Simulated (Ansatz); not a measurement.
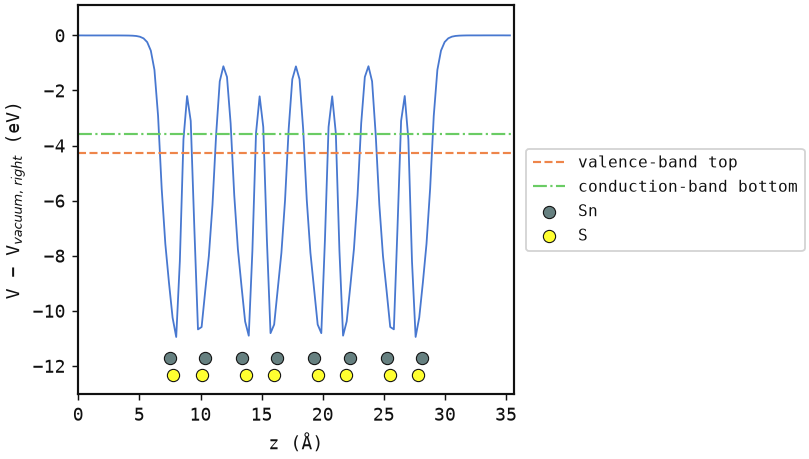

Plane-averaged electrostatic potential energy of an electron across the slab; circles at the bottom mark the heights of the atoms.

The material is a (010) slab cut from SnS (Cmcm), ended by Sn planes, 16 atoms in the cell, repeats removed: −2.

Computed with Ansatz 0.2.0: DFT PBE, scalar-relativistic, plane waves, PAW, no spin polarisation, 9×9×1 k mesh, 420 eV cutoff, Gaussian smearing of 0.05 eV.

### What are the ionisation potential and the electron affinity of the slab?

From the vacuum level at the right face the ionisation potential is 4.25 eV and the electron affinity 3.57 eV; the left face gives the same. The slab's gap, their difference before rounding, is 0.68 eV. The two vacuum levels agree, so the slab has no net dipole along its normal.

### How thick are slab and vacuum?

The outermost atoms are 20.6 Å apart, which leaves 15.0 Å of vacuum in a cell 35.6 Å high.
